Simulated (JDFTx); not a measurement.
**Ta: 7 runs along one coordinate**

System: Ta (Im-3m, 1 atom in the cell).
Method: Kohn-Sham DFT of a periodic cell, PBEsol, PseudoDojo-SR-PBEsol-0.4.1-standard, no spin polarisation (JDFTx 1.7.0 (patched build)).

The 7 runs differ only in the geometry, by an even scaling of the cell at fixed fractional positions. The structure derives from an entry of the Crystallography Open Database.

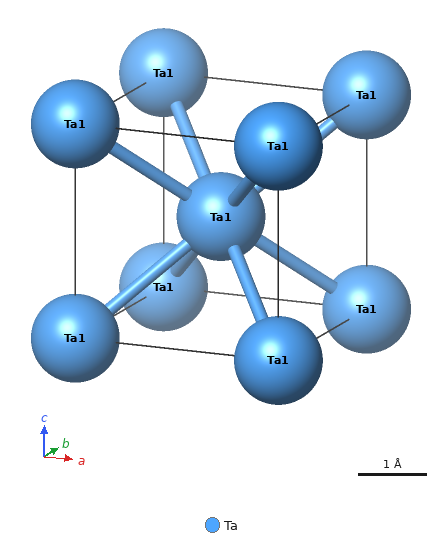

Figure 1. The structure of run 4 (ball-and-stick view of the cell 2 times as large as that of the calculation, set on its symmetry axes, seen slightly off an axis; atoms are numbered from 1 in the order of the input). An atom can appear more than once, as a periodic image.

### Input of run 4
```
lattice \
   -3.1204669551     3.1204669551     3.1204669551 \
    3.1204669551    -3.1204669551     3.1204669551 \
    3.1204669551     3.1204669551    -3.1204669551
coords-type Lattice
ion Ta     0.0000000000     0.0000000000     0.0000000000 1

ion-species pseudo/Ta.upf
elec-cutoff 29
elec-ex-corr gga-PBEsol
kpoint-folding 11 11 11
elec-smearing Fermi 0.0018374661
elec-n-bands 12
electronic-SCF nIterations 100 energyDiffThreshold 1e-09
electronic-minimize nIterations 30 energyDiffThreshold 1e-7
forces-output-coords Cartesian

dump-name run.$VAR
dump End Ecomponents EigStats BandEigs Kpoints Forces Stress
```

Command:
```bash
jdftx -c 1 -i Ta.in -o Ta.out
```

Run 5 differs from it as follows:
```diff
-   -3.1204669551     3.1204669551     3.1204669551 \
-    3.1204669551    -3.1204669551     3.1204669551 \
-    3.1204669551     3.1204669551    -3.1204669551
+   -3.1411329013     3.1411329013     3.1411329013 \
+    3.1411329013    -3.1411329013     3.1411329013 \
+    3.1411329013     3.1411329013    -3.1411329013
```

### Results, with one run withheld

| run | volume per atom (Å³) | free energy per atom, from the lowest run given (meV) | pressure (GPa) |
| --- | --- | --- | --- |
| 1 | 16.930 | 20.26 | 9.49 |
| 2 | 17.290 | 4.70 | 4.40 |
| 3 | 17.650 | 0.00 | −0.15 |
| 4 | 18.010 | 4.99 | −4.23 |
| 5 | 18.371 | ? | ? |
| 6 | 18.731 | 40.05 | −11.15 |
| 7 | 19.091 | 68.48 | −14.12 |

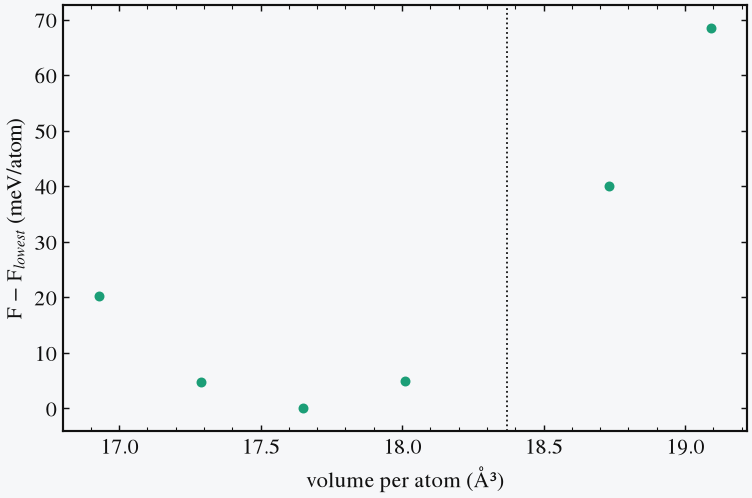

Figure 2. Free energy per atom of the runs given; the dotted line marks run 5.

Estimate the energy of run 5 from the others.

A cubic polynomial in V^(−2/3) (the Birch–Murnaghan form), fitted to the 6 runs given, misses them by at most 0.03 meV per atom. With x = V^(−2/3) − 0.14601 Å⁻², it reads F = 2.9458 − 3760 x + 1.1958e+06 x² + 1.6119e+06 x³ (meV per atom). At run 5 it gives 18.65 meV per atom, and the run itself gives 18.63. The slope of the fit gives a pressure −dF/dV of −7.87 GPa there, and the run prints −7.87 GPa. The fit has its minimum at 17.639 Å³ per atom, where V d²F/dV² gives 212 GPa: the bulk modulus at this level, since symmetry fixes the shape and the positions.

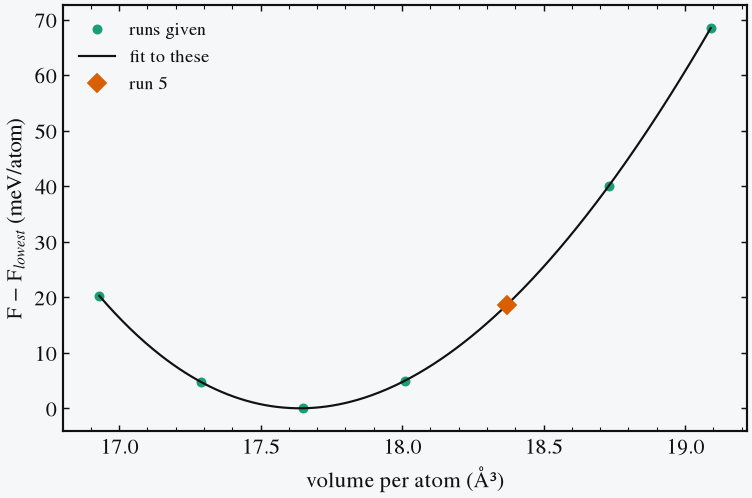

Figure 3. The fit and the withheld run.

### Some lines of the output (run 5)
```
[...]
unit cell volume = 123.971
     Etot =      -59.1253257043237070
        F =      -59.1256612468851301
	HOMO-LUMO gap: +0.002081
	Optical gap  : +0.012173 at state 2 ( [ +0.000000 +0.000000 +0.181818 ] spin 0 )
```

Notes: Spin–orbit coupling is left out, which matters for Ta.
